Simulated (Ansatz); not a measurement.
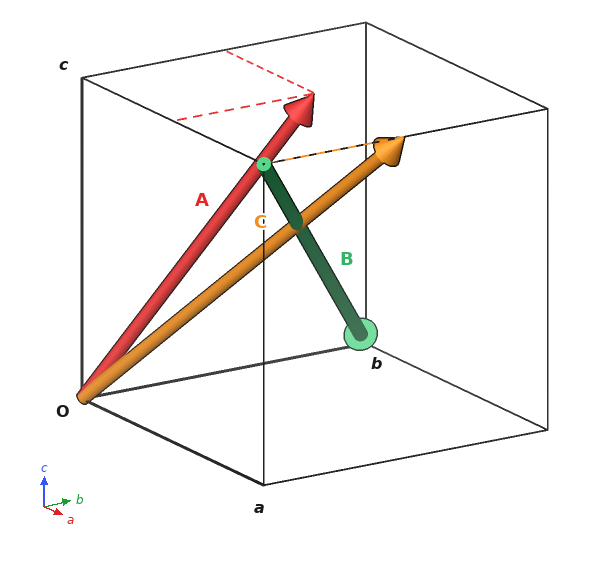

Crystal: Pt, the geometry relaxed with DFT, BLYP, plane waves (420 eV) with PAW, scalar-relativistic in Ansatz 0.2.0; the starting structure was generated, so it need not be a known form of this composition. Each arrow starts at a corner of the unit cell and ends on its surface; where a tip isn't a corner, dashed lines run from it parallel to the axes. All values are computed from the atomic coordinates in the standard setting (tolerance 0.002 Å).

a = 5.172 Å, b = 5.172 Å, c = 5.172 Å, α = 90.00°, β = 90.00°, γ = 90.00°.

Question: Give [uvw] of each arrow.

Answer: Arrow A runs from (0, 0, 0) to (1/2, 1/2, 1), so [1 1 2]; Arrow B runs from (1, 0, 1) to (0, 1, 0), so [−1 1 −1]; Arrow C runs from (0, 0, 0) to (1, 1/2, 1), so [2 1 2].

Question: How long is the vector ua + vb + wc in each case, and what angles do the directions make?

Answer: A 12.668 Å; B 8.957 Å; C 15.515 Å. A–B: 118.1°. A–C: 17.7°. B–C: 125.3°.

Question: In Pm-3n (No. 223), how many directions are equivalent to A (Laue class m-3m, both senses counted)?

Answer: 24.
